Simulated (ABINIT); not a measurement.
**WS$_{2}$: single-point calculation**

System: WS$_{2}$ (P-6m2, 3 atoms in the cell).
Method: Kohn-Sham DFT of a periodic cell, PBE, JTH PAW PBE v2.0, no spin polarisation (ABINIT 10.8.3).

The structure derives from a Materials Project entry.

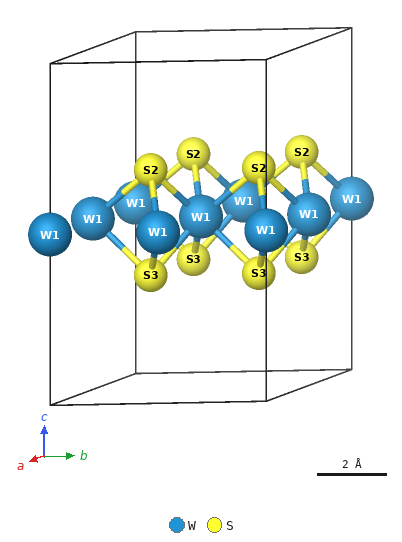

Figure 1. The input geometry (ball-and-stick view of the 2 × 2 repeat of the cell, with the vacuum cut short, seen slightly off an axis; atoms are numbered from 1 in the order of the input). An atom can appear more than once, as a periodic image. Near neighbours in the periodic cell (some may lie outside the picture): W has 6 S at 2.41 Å; S has 3 W at 2.41 Å.

**Input**
```
pp_dirpath "./"
pseudos "W.GGA_PBE-JTH.xml, S.GGA_PBE-JTH.xml"

acell 6.0159740246 6.0159740245 32.0319498662
rprim
     1.0000000000     0.0000000000     0.0000000000
    -0.5000000000     0.8660254038     0.0000000000
     0.0000000000     0.0000000000     1.0000000000
ntypat 2
znucl 74 16
natom 3
typat 1 2 2
xred
     0.0000000000     0.0000000000     0.0000000000
     0.3333333333     0.6666666667     0.0920005100
     0.3333333333     0.6666666667     0.9079994900

ecut 20.0
pawecutdg 66.0
pawxcdev 0

kptopt 1
ngkpt 10 10 2
nshiftk 1
shiftk 0.0 0.0 0.0

ixc 11

nband 17
occopt 7
tsmear 0.1 eV

nstep 100
tolvrs 1.0e-9

iomode 3
prtwf 0
prtden 0
prteig 0
prtebands 0
enunit 1
```

Hardware: 1 thread of Arm Neoverse V1, 24 GiB of memory available, shared host.

Launched with:
```bash
abinit run.abi > log 2>&1
```

**What the program printed**
```
.Version 10.8.3 of ABINIT
 Symmetries : space group P-6 m 2 (#187); Bravais hP (primitive hexag.)
================================================================================
 Values of the parameters that define the memory need of the present run
     intxc =       0    ionmov =       0      iscf =      17    lmnmax =      18
     lnmax =       6     mgfft =     135  mpssoang =       3    mqgrid =   11715
     natom =       3  nloc_mem =       2    nspden =       1   nspinor =       1
    nsppol =       1      nsym =      12    n1xccc =       1    ntypat =       2
    occopt =       7   xclevel =       2
       mpw =        4334          nfft =       98415          nkpt =          28
 PAW method is used; the additional fine FFT grid is defined by:
   mgfftf=       240    nfftf =    552960
================================================================================
================================================================================

--------------------------------------------------------------------------------
------------- Echo of variables that govern the present computation ------------
--------------------------------------------------------------------------------
 -outvars: echo values of preprocessed input variables --------
            acell      6.0159740246E+00  6.0159740245E+00  3.2031949866E+01 Bohr
              amu      1.83850000E+02  3.20660000E+01
             ecut      2.00000000E+01 Hartree
           enunit           1
              ixc          11
         kptrlatt       10    0    0      0   10    0      0    0    2
          kptrlen      6.01597402E+01
            natom           3
            nband          17
            ngfft          27      27     135
          ngfftdg          48      48     240
             nkpt          28
            nstep         100
             nsym          12
           ntypat           2
           occopt           7
        pawecutdg      6.60000000E+01 Hartree
         pawxcdev           0
           prtden           0
        prtebands           0
           prteig           0
            prtwf           0
            rprim      1.0000000000E+00  0.0000000000E+00  0.0000000000E+00
                      -5.0000000000E-01  8.6602540380E-01  0.0000000000E+00
                       0.0000000000E+00  0.0000000000E+00  1.0000000000E+00
          spgroup         187
           tolvrs      1.00000000E-09
           tsmear      3.67493222E-03 Hartree
            typat      1  2  2
           useylm           1
           xangst      0.0000000000E+00  0.0000000000E+00  0.0000000000E+00
                       1.7639339572E-11  1.8380040234E+00  1.5594618096E+00
                       1.7639339572E-11  1.8380040234E+00  1.5391116069E+01
            xcart      0.0000000000E+00  0.0000000000E+00  0.0000000000E+00
                       3.3333520833E-11  3.4733242225E+00  2.9469557240E+00
                       3.3333520833E-11  3.4733242225E+00  2.9084994142E+01
             xred      0.0000000000E+00  0.0000000000E+00  0.0000000000E+00
                       3.3333333333E-01  6.6666666667E-01  9.2000510000E-02
                       3.3333333333E-01  6.6666666667E-01  9.0799949000E-01
            znucl       74.00000   16.00000

================================================================================

 chkinp: Checking input parameters for consistency.

================================================================================
== DATASET  1 ==================================================================

--- !DatasetInfo
iteration_state: {dtset: 1, }
dimensions: {natom: 3, nkpt: 28, mband: 17, nsppol: 1, nspinor: 1, nspden: 1, mpw: 4334, }
cutoff_energies: {ecut:  20.0, pawecutdg:  66.0, }
electrons: {nelect:   2.60000000E+01, charge:   0.00000000E+00, occopt:   7.00000000E+00, tsmear:   3.67493222E-03, }
meta: {optdriver: 0, ionmov: 0, optcell: 0, iscf: 17, paral_kgb: 0, }
...

 Exchange-correlation functional for the present dataset will be:
  GGA: Perdew-Burke-Ernzerhof functional - ixc=11
  J.P.Perdew, K.Burke, M.Ernzerhof, PRL 77, 3865 (1996)

 Real(R)+Recip(G) space primitive vectors, cartesian coordinates (Bohr,Bohr^-1):
 R(1)=  6.0159740  0.0000000  0.0000000  G(1)=  0.1662241  0.0959695  0.0000000
 R(2)= -3.0079870  5.2099863  0.0000000  G(2)=  0.0000000  0.1919391  0.0000000
 R(3)=  0.0000000  0.0000000 32.0319499  G(3)=  0.0000000  0.0000000  0.0312188
 Unit cell volume ucvol=  1.0039820E+03 bohr^3
 Angles (23,13,12)=  9.00000000E+01  9.00000000E+01  1.20000000E+02 degrees

 Coarse grid specifications (used for wave-functions):

 getcut: wavevector=  0.0000  0.0000  0.0000  ngfft=  27  27 135
         ecut(hartree)=     20.000   => boxcut(ratio)=   2.07798

 Fine grid specifications (used for densities):

 getcut: wavevector=  0.0000  0.0000  0.0000  ngfft=  48  48 240
         ecut(hartree)=     66.000   => boxcut(ratio)=   2.04876

--- Pseudopotential description ------------------------------------------------
- pspini: atom type   1  psp file is ./W.GGA_PBE-JTH.xml
 Pseudopotential format is: paw10
 basis_size (lnmax)=  6 (lmn_size= 18), orbitals=   0   0   1   1   2   2
 Spheres core radius: rc_sph= 2.41188978
 Shapefunction is BESSEL type: shapef(r,l)=aa(1,l)*jl(q(1,l)*r)+aa(2,l)*jl(q(2,l)*r)
 Radius for shape functions =  2.10354610
 Compensation charge density is not taken into account in XC energy/potential

- pspini: atom type   2  psp file is ./S.GGA_PBE-JTH.xml
 Pseudopotential format is: paw10
 basis_size (lnmax)=  4 (lmn_size=  8), orbitals=   0   0   1   1
 Spheres core radius: rc_sph= 1.90380259
 Shapefunction is SIN type: shapef(r)=[sin(pi*r/rshp)/(pi*r/rshp)]**2
 Radius for shape functions =  1.40128485
 Compensation charge density is not taken into account in XC energy/potential

   1.39209700E+03                                ecore*ucvol(ha*bohr**3)
--------------------------------------------------------------------------------

================================================================================

--- !BeginCycle
iteration_state: {dtset: 1, }
solver: {iscf: 17, nstep: 100, nline: 4, wfoptalg: 10, }
tolerances: {tolvrs: 1.00E-09, }
...

     iter   Etot(hartree)      deltaE(h)  residm     nres2
 ETOT  1  -85.306620317420    -8.531E+01 9.463E+00 4.706E+01
 ETOT  2  -89.951572401797    -4.645E+00 4.078E-02 8.995E+01
 ETOT  3  -89.803232632553     1.483E-01 6.858E-02 1.756E+01
 ETOT  4  -89.779386674840     2.385E-02 1.161E-02 2.820E+00
 ETOT  5  -89.773862465088     5.524E-03 4.128E-03 2.277E-01
 ETOT  6  -89.773060572286     8.019E-04 2.208E-03 1.270E-01
 ETOT  7  -89.772292205425     7.684E-04 7.219E-04 2.818E-02
 ETOT  8  -89.772068682762     2.235E-04 9.970E-04 1.826E-02
 ETOT  9  -89.771835242952     2.334E-04 4.913E-04 1.045E-02
 ETOT 10  -89.771656122048     1.791E-04 1.328E-03 5.943E-03
 ETOT 11  -89.771559229464     9.689E-05 2.634E-04 4.498E-03
 ETOT 12  -89.771402375439     1.569E-04 6.208E-04 2.938E-03
 ETOT 13  -89.771345635486     5.674E-05 8.215E-05 2.519E-03
 ETOT 14  -89.771235407532     1.102E-04 2.064E-04 1.905E-03
 ETOT 15  -89.771205820173     2.959E-05 2.555E-05 1.736E-03
 ETOT 16  -89.771143496619     6.232E-05 6.870E-05 1.381E-03
 ETOT 17  -89.771099617772     4.388E-05 8.423E-06 1.103E-03
 ETOT 18  -89.771014362229     8.526E-05 2.200E-05 5.572E-04
 ETOT 19  -89.770975707988     3.865E-05 2.869E-06 9.071E-05
 ETOT 20  -89.771002046719    -2.634E-05 7.250E-06 7.792E-06
 ETOT 21  -89.771006269688    -4.223E-06 1.066E-06 7.778E-06
 ETOT 22  -89.771005132757     1.137E-06 2.798E-06 9.139E-06
 ETOT 23  -89.771005396392    -2.636E-07 3.980E-07 8.773E-06
 ETOT 24  -89.771008891268    -3.495E-06 1.060E-06 6.010E-06
 ETOT 25  -89.771012615530    -3.724E-06 1.513E-07 1.829E-06
 ETOT 26  -89.771013390865    -7.753E-07 3.969E-07 2.808E-07
 ETOT 27  -89.771013419128    -2.826E-08 6.560E-08 1.035E-07
 ETOT 28  -89.771013445035    -2.591E-08 1.551E-07 5.990E-08
 ETOT 29  -89.771013450727    -5.692E-09 2.979E-08 3.355E-08
 ETOT 30  -89.771013448708     2.019E-09 6.042E-08 3.791E-09
 ETOT 31  -89.771013454704    -5.997E-09 1.347E-08 6.039E-10

 At SCF step   31       nres2   =  6.04E-10 < tolvrs=  1.00E-09 =>converged.

 Cartesian components of stress tensor (hartree/bohr^3)
  sigma(1 1)= -1.52299881E-05  sigma(3 2)=  0.00000000E+00
  sigma(2 2)= -1.52299881E-05  sigma(3 1)=  0.00000000E+00
  sigma(3 3)= -2.88786554E-05  sigma(2 1)= -1.31081449E-14

--- !ResultsGS
iteration_state: {dtset: 1, }
comment   : Summary of ground state results
lattice_vectors:
- [  6.0159740,   0.0000000,   0.0000000, ]
- [ -3.0079870,   5.2099863,   0.0000000, ]
- [  0.0000000,   0.0000000,  32.0319499, ]
lattice_lengths: [   6.01597,    6.01597,   32.03195, ]
lattice_angles: [ 90.000,  90.000, 120.000, ] # degrees, (23, 13, 12)
lattice_volume:   1.0039820E+03
convergence: {deltae: -5.997E-09, res2:  6.039E-10, residm:  1.347E-08, diffor: null, }
etotal    :  -8.97710135E+01
entropy   :   0.00000000E+00
fermie    :  -7.67596163E-03
cartesian_stress_tensor: # hartree/bohr^3
- [ -1.52299881E-05,  -1.31081449E-14,   0.00000000E+00, ]
- [ -1.31081449E-14,  -1.52299881E-05,   0.00000000E+00, ]
- [  0.00000000E+00,   0.00000000E+00,  -2.88786554E-05, ]
pressure_GPa:   5.8193E-01
xred      :
- [  0.0000E+00,   0.0000E+00,   0.0000E+00,  W]
- [  3.3333E-01,   6.6667E-01,   9.2001E-02,  S]
- [  3.3333E-01,   6.6667E-01,   9.0800E-01,  S]
cartesian_forces: # hartree/bohr
- [ -0.00000000E+00,   1.20592233E-28,  -2.89120579E-19, ]
- [ -1.34274776E-28,  -2.15343273E-28,   5.30017969E-03, ]
- [  1.34274776E-28,   9.47510401E-29,  -5.30017969E-03, ]
force_length_stats: {min:   2.89120579E-19, max:   5.30017969E-03, mean:   3.53345313E-03, }
...

 Integrated electronic density in atomic spheres:
 ------------------------------------------------
 Atom  Sphere_radius  Integrated_density
    1        2.41189         11.72265042
    2        1.90380          3.63029249
    3        1.90380          3.63029249

================================================================================

 ----iterations are completed or convergence reached----

 Mean square residual over all n,k,spin=   47.012E-12; max=  13.472E-09
 reduced coordinates (array xred) for    3 atoms
       0.000000000000      0.000000000000      0.000000000000
       0.333333333333      0.666666666667      0.092000510000
       0.333333333333      0.666666666667      0.907999490000
 rms dE/dt=  8.0033E-02; max dE/dt=  1.6978E-01; dE/dt below (all hartree)
    1       0.000000000000      0.000000000000      0.000000000000
    2       0.000000000000      0.000000000000     -0.169775090076
    3      -0.000000000000      0.000000000000      0.169775090076

 cartesian coordinates (angstrom) at end:
    1      0.00000000000000     0.00000000000000     0.00000000000000
    2      0.00000000001764     1.83800402340142     1.55946180961497
    3      0.00000000001764     1.83800402340142    15.39111606886600

 cartesian forces (hartree/bohr) at end:
    1     -0.00000000000000     0.00000000000000    -0.00000000000000
    2     -0.00000000000000    -0.00000000000000     0.00530017968888
    3      0.00000000000000     0.00000000000000    -0.00530017968888
 frms,max,avg= 2.4985287E-03 5.3001797E-03   0.000E+00  0.000E+00  0.000E+00 h/b

 cartesian forces (eV/Angstrom) at end:
    1     -0.00000000000000     0.00000000000000    -0.00000000000000
    2     -0.00000000000000    -0.00000000000000     0.27254619778282
    3      0.00000000000000     0.00000000000000    -0.27254619778282
 frms,max,avg= 1.2847951E-01 2.7254620E-01   0.000E+00  0.000E+00  0.000E+00 e/A
 length scales=  6.015974024600  6.015974024500 32.031949866200 bohr
              =  3.183516353043  3.183516352990 16.950577878481 angstroms
 Fermi (or HOMO) energy (eV) =  -0.20887   Average Vxc (eV)=  -4.59539
 Eigenvalues (   eV  ) for nkpt=  28  k points:
 kpt#   1, nband= 17, wtk=  0.00500, kpt=  0.0000  0.0000  0.0000 (reduced coord)
 -75.26680  -39.49517  -39.35046  -39.35046  -16.01598  -14.33685   -7.56727   -4.11736
  -4.11736   -3.29705   -2.86894   -2.86894   -1.22396    1.67230    1.67230    1.84904
   1.84904
 prteigrs : prtvol=0 or 1, do not print more k-points.

--- !EnergyTerms
iteration_state     : {dtset: 1, }
comment             : Components of total free energy in Hartree
kinetic             :  1.57882665667927E+01
hartree             :  2.18550224654045E+02
xc                  : -1.50807493328840E+01
Ewald energy        :  1.40856069308089E+02
psp_core            :  1.38657569950244E+00
local_psp           : -4.58882519795342E+02
PAW spherical_terms :  7.61112985901697E+00
internal            : -8.97710030407799E+01
'-kT*entropy'       : -9.64458074064200E-18
total_energy        : -8.97710030407799E+01
total_energy_eV     : -2.44279343743180E+03
...

--- !EnergyTermsDC
iteration_state     : {dtset: 1, }
comment             : '"Double-counting" decomposition of free energy'
band_energy         : -1.86065758676396E+01
Ewald energy        :  1.40856069308089E+02
psp_core            :  1.38657569950244E+00
xc_dc               : -2.21760427645393E+02
PAW spherical_terms :  8.35334505073743E+00
internal            : -8.97710134547043E+01
'-kT*entropy'       : -9.64458074064200E-18
total_energy_dc     : -8.97710134547043E+01
total_energy_dc_eV  : -2.44279372080912E+03
...

--- !EnergyTermsWithPAWCore
iteration_state     : {dtset: 1, }
comment             : 'Components of total free energy, including PAW core contributions'
Total energy        : -1.69414156337578E+04
Total energy DC     : -1.69414156441717E+04
Total energy (eV)   : -4.60999404363885E+05
Total energy DC (eV): -4.60999404647262E+05
...

 Cartesian components of stress tensor (hartree/bohr^3)
  sigma(1 1)= -1.52299881E-05  sigma(3 2)=  0.00000000E+00
  sigma(2 2)= -1.52299881E-05  sigma(3 1)=  0.00000000E+00
  sigma(3 3)= -2.88786554E-05  sigma(2 1)= -1.31081449E-14

-Cartesian components of stress tensor (GPa)         [Pressure=  5.8193E-01 GPa]
- sigma(1 1)= -4.48081720E-01  sigma(3 2)=  0.00000000E+00
- sigma(2 2)= -4.48081720E-01  sigma(3 1)=  0.00000000E+00
- sigma(3 3)= -8.49639377E-01  sigma(2 1)= -3.85654937E-10

== END DATASET(S) ==============================================================
================================================================================

 -outvars: echo values of variables after computation  --------
            acell      6.0159740246E+00  6.0159740245E+00  3.2031949866E+01 Bohr
           etotal     -8.9771013455E+01
            fcart     -0.0000000000E+00  1.2059223291E-28 -2.8912057933E-19
                      -1.3427477639E-28 -2.1534327304E-28  5.3001796889E-03
                       1.3427477639E-28  9.4751040139E-29 -5.3001796889E-03
            rprim      1.0000000000E+00  0.0000000000E+00  0.0000000000E+00
                      -5.0000000000E-01  8.6602540380E-01  0.0000000000E+00
                       0.0000000000E+00  0.0000000000E+00  1.0000000000E+00
           strten     -1.5229988115E-05 -1.5229988118E-05 -2.8878655434E-05
                       0.0000000000E+00  0.0000000000E+00 -1.3108144885E-14
           xangst      0.0000000000E+00  0.0000000000E+00  0.0000000000E+00
                       1.7639339572E-11  1.8380040234E+00  1.5594618096E+00
                       1.7639339572E-11  1.8380040234E+00  1.5391116069E+01
             xred      0.0000000000E+00  0.0000000000E+00  0.0000000000E+00
                       3.3333333333E-01  6.6666666667E-01  9.2000510000E-02
                       3.3333333333E-01  6.6666666667E-01  9.0799949000E-01
 Calculation completed.
```

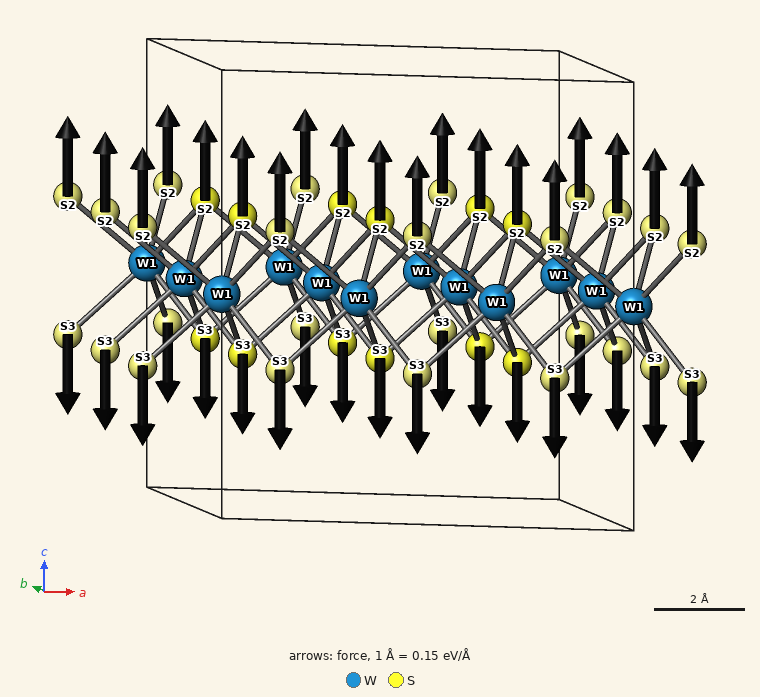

Figure 2. Forces on the atoms as black arrows (ball-and-stick view of the 3 × 2 repeat of the cell, with the vacuum cut short, seen slightly off an axis; neighbours outside the cell are drawn fainter; atoms are numbered from 1 in the order of the input). The largest act on S2, S3 (0.27 eV/Å). The geometry is not a stationary point of this energy.

**Key numbers**

```tsv
quantity	value
outcome	converged
space group (tolerance 0.01 Å)	P-6m2 (187)
electrons treated	26
free energy	−2442.7937 eV
Fermi energy	−0.209 eV
gap on the k-point mesh	2.00 eV
pressure	0.58 GPa
largest force (length of the vector)	0.273 eV/Å
wall time	2.9 min
peak memory	0.3 GiB
```

**Remarks**

Spin–orbit coupling is left out, which matters for W.
